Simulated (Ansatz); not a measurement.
System: Al4Cu.

The calculation's input:

```
crystal:
  lattice:
    - [-2.8452542201, 2.8452542201, 2.8452542201]
    - [2.8452542201, -2.8452542201, 2.8452542201]
    - [2.8452542201, 2.8452542201, -2.8452542201]
  atoms:
    - { symbol: Al, position: [0.5, 0.5, 0.5] }
    - { symbol: Al, position: [0.5, 0.0, 0.0] }
    - { symbol: Al, position: [0.0, 0.0, 0.5] }
    - { symbol: Al, position: [0.0, 0.5, 0.0] }
    - { symbol: Cu, position: [0.0, 0.0, 0.0] }
basis:
  ecutwfc: 420
kpoints:
  mp_grid: { grid: [10, 10, 10] }
hamiltonian:
  xc: pbe
scf:
  occupations: { method: gaussian, width: 0.1 }
output:
  forces: true
  stress: true
  eigenvalues: true
  write_density: true
  write_potential: true
  elf: true
  volumetric_format: npy
relax:
  adjacent_minimum: "off"
  f_tol: 0.01
  max_steps: 80
  cell: { stress_tol: 0.05 }
```

Run with:

```sh
ansatz run input.yaml --threads 1 --pin off --max-ram 2560MiB --backend cpu --events-out ev --progress --plain --runs-dir out
```

Below, planes, directions and counts refer to the conventional cell (a = 5.68 Å, b = 5.68 Å, c = 5.68 Å, α = 90.00°, β = 90.00°, γ = 90.00°).

Space group Im-3m; a structure generated by program, which may or may not match a known phase; computed without spin polarisation.

Level of theory: DFT PBE, scalar-relativistic, plane waves, PAW in Ansatz.

### What will maps of the valence pseudo-density and electron localisation function show?

Al–Cu (2.46 Å): the density is about 0.33 e/Å³ at the midpoint; the ELF peaks at about 0.65 between the atoms.

### Metal or insulator at this level of theory?

It is metallic or semimetallic at this level of theory: no gap opens.

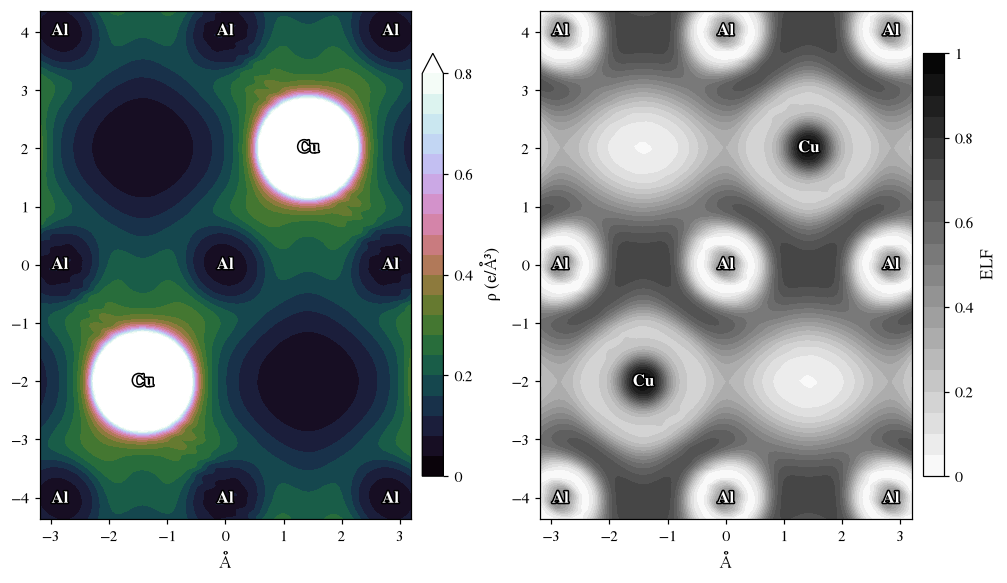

Computed valence pseudo-density and electron localisation function on the (011̄) plane of the conventional cell, in this order. 

In a PAW calculation such maps are meaningful between the atoms, not at the nuclei.
